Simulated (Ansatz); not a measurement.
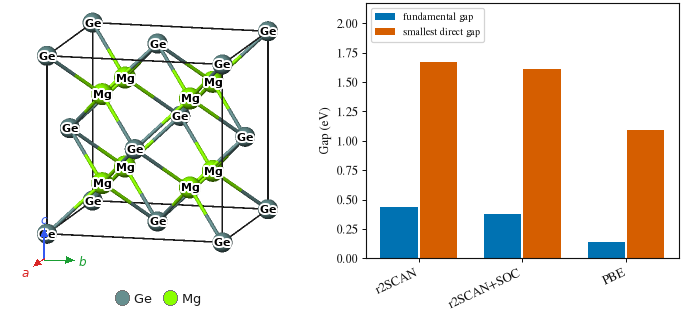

Gaps of Mg$_{2}$Ge, space group Fm-3m (No. 225), 3 atoms in the cell, antifluorite type, at several levels of theory on one cell (Ansatz, plane waves and PAW; edges over the mesh and the special points).

### How does the gap depend on the level, and does its kind change?

In rising order: PBE 0.14 eV, r2SCAN+SOC 0.38 eV and r2SCAN 0.44 eV. It is indirect at every level.
